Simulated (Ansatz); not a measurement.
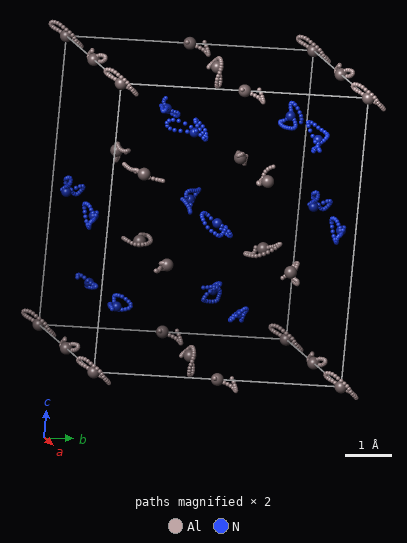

First-principles dynamics of a 24-atom cell of AlN (built on the rocksalt type), 90 fs long. Dots mark each atom's position at evenly spaced times, in the colour of its element; spheres stand at the starting positions. The excursions are magnified 2 times. Seen slightly off an axis in the reduced simulation cell.

These are results of DFT, PBEsol, plane waves, PAW in Ansatz, not measurements. Set-up: plane-wave cutoff 420 eV; k-point mesh 4 × 4 × 2; Fermi-Dirac smearing 0.112 eV; Langevin thermostat (NVT); set temperature 1300 K; time step 3 fs.

Q: Describe the motion.

A: In the second half of the run the atoms are, in the root-mean-square, this far from where they began (common drift taken out): Al 0.15 Å, N 0.13 Å. The run lasts only 90 fs, too short to tell vibration from diffusion. Over the second half the temperature averages 938 K (spread ±85 K). The potential energy in the second half lies on average 117 meV per atom above the first frame.

The run took 4.3 min on 4 threads of Arm Neoverse N1, with other jobs on the host, peak memory 0.8 GiB.
